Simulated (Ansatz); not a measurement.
# HfO₂: what the fields show

Input file:

```
crystal:
  lattice:
    - [0.0, 2.5488057606, 2.5488057606]
    - [2.5488057606, 0.0, 2.5488057606]
    - [2.5488057606, 2.5488057606, 0.0]
  atoms:
    - { symbol: Hf, position: [0.0, 0.0, 0.0] }
    - { symbol: O, position: [0.2524521288, 0.2475478712, 0.2524521288] }
    - { symbol: O, position: [0.7524521288, 0.7475478712, 0.7524521288] }
basis:
  ecutwfc: 420
kpoints:
  mp_grid: { grid: [8, 8, 8] }
hamiltonian:
  xc: pbe
scf:
  occupations: { method: gaussian, width: 0.05 }
output:
  forces: true
  stress: true
  eigenvalues: true
  write_density: true
  write_potential: true
  elf: true
  volumetric_format: npy
```

Command:

```sh
ansatz run input.yaml --threads 1 --pin off --max-ram 2560MiB --backend cpu --events-out ev --progress --plain --runs-dir out
```

Below, planes, directions and counts refer to the conventional cell (a = 3.60 Å, b = 3.60 Å, c = 5.10 Å, α = 90.00°, β = 90.00°, γ = 90.00°).

Space group I4mm; changed on purpose from its base cell (all O atoms moved +0.013 Å, as atom 2 along Cartesian [0 1 0]).

All numbers below come from DFT PBE, scalar-relativistic, plane waves, PAW (Ansatz 0.2.0).

In a PAW calculation such maps are meaningful between the atoms, not at the nuclei.

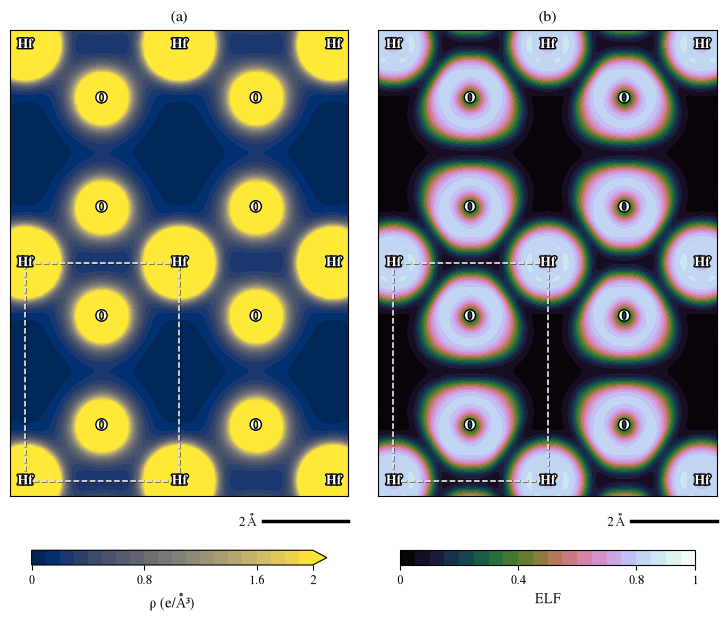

Figure 1. (a) valence pseudo-density; (b) electron localisation function on the (100) plane of the conventional cell.

**What does the map show?**

- The plane passes through Hf and O nuclei.
- Hf–O (2.21 Å): the density is about 0.55 e/Å³ at the midpoint; the ELF peaks at about 0.85 in the valence shell of O, 0.6 Å from its nucleus, and drops to about 0.15 between the two atoms (no shared electron pair shows on this line).
- Between the atoms the lowest density in this plane is 0.02 e/Å³.
- The features right at Hf lie inside the PAW spheres, where the map follows smoothed inner orbitals and isn't to be read closely.

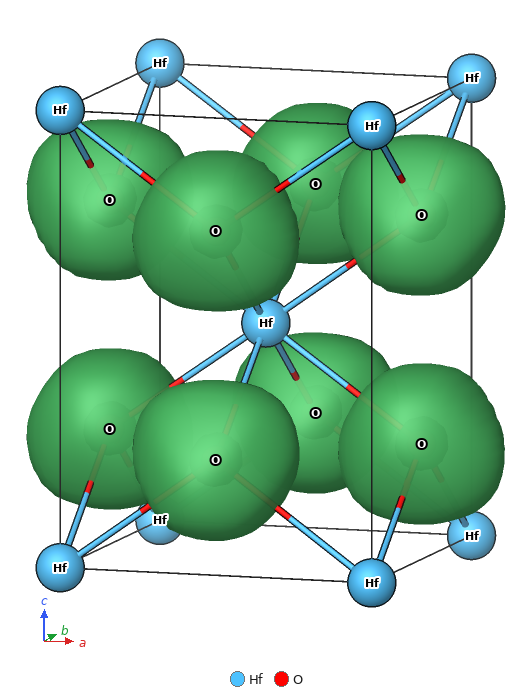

Figure 2. Isosurface of the electron localisation function at 0.6 (green), seen slightly off an axis. Only the valence region is drawn (cores and ρ < 0.01 e/Å³ removed). Sticks mark near contacts.

**What do the ELF domains correspond to?**

The surface consists of four regions wrapped around O (the valence shell of each), counted in one cell of 6 atoms. Regions shared between cells count once.


Hf–O (2.20 Å): the ELF peaks at about 0.85 in the valence shell of O, 0.6 Å from its nucleus, and drops to about 0.15 between the two atoms: no localised pair shows between them.

**Metal or insulator at this level of theory?**

It is gapped, with a Kohn–Sham gap of 3.7 eV on the k-point mesh (the band edges may lie off the mesh, which would make the gap smaller).
